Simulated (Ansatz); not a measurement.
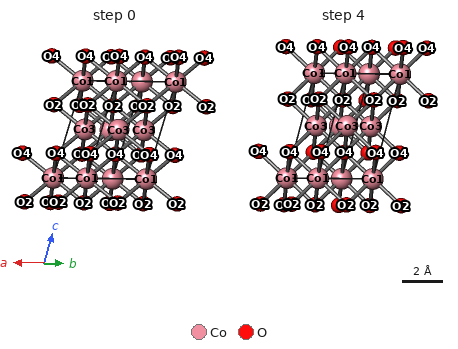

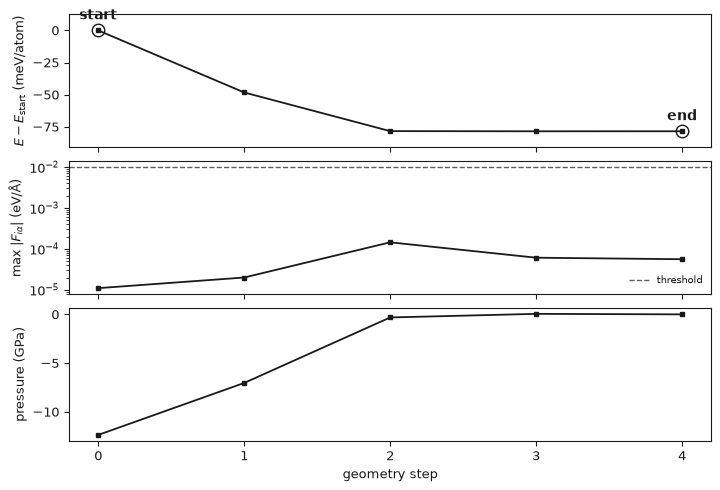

First and last geometry of a relaxation of solid CoO (set up in R-3m), with the history of the run. Style: ball-and-stick. Shown: the reduced cell, from a free direction. Lengths and directions refer to the drawn axes.

Case: antiferromagnetic, doubled cell, propagation vector (0, 0, 1/2).

All numbers below come from DFT PBEsol, scalar-relativistic, plane waves, PAW (Ansatz).

The input:
```yaml
crystal:
  lattice:
    - [1.5054695445, 0.8691832468, 2.4399269062]
    - [-1.5054695445, 0.8691832468, 2.4399269062]
    - [0.0, -3.4767329871, 4.8798538124]
  atoms:
    - { symbol: Co, position: [0.0, 0.0, 0.0], spin: 3.0 }
    - { symbol: O, position: [0.5, 0.5, 0.25], spin: 1.0 }
    - { symbol: Co, position: [0.0, 0.0, 0.5], spin: -3.0 }
    - { symbol: O, position: [0.5, 0.5, 0.75], spin: -1.0 }
basis:
  ecutwfc: 420
kpoints:
  mp_grid: { grid: [18, 18, 9] }
hamiltonian:
  xc: pbesol
scf:
  occupations: { method: gaussian, width: 0.1 }
  lower_state_search: "off"
output:
  forces: true
  stress: true
  eigenvalues: true
  populations: true
magnetization:
  spin_polarized: true
relax:
  adjacent_minimum: "off"
  f_tol: 0.01
  max_steps: 60
  cell: { stress_tol: 0.05 }
```

Launched with:
```bash
ansatz run input.yaml --threads 1 --pin off --max-ram 2560MiB --backend cpu --events-out ev --progress --plain --runs-dir out
```

### What do the curves and the structures tell?

The run was cut off at its time limit before the relaxation converged, so the last structure is only a point on the way. After 4 geometry steps the energy has fallen by 78.4 meV per atom. The pressure goes from −12.37 to 0.00 GPa. The atoms keep their places relative to the cell (all moves are under 0.005 Å). Cell: a = b 2.996 → 2.762 Å (−7.8 %), c 5.206 → 5.532 Å (+6.3 %), α 90.3° → 90.0°, β 106.5° → 104.4°, γ 119.7° → 120.0°. Volume −8.7 %. Some distances before and after: Co1–O2 2.124 → 2.073 Å. Bond angles that change, for instance: Co1–O4–Co3 89.7° → 96.4°, O2–Co1–O4 89.7° → 96.4°, O2–Co1–O2 89.7° → 83.5°. The space group stays R-3m (No. 166). Cost: 11 min on 1 thread of Intel(R) Xeon(R) 6975P-C (Granite Rapids), with other jobs on the host, peak memory 1.9 GiB.
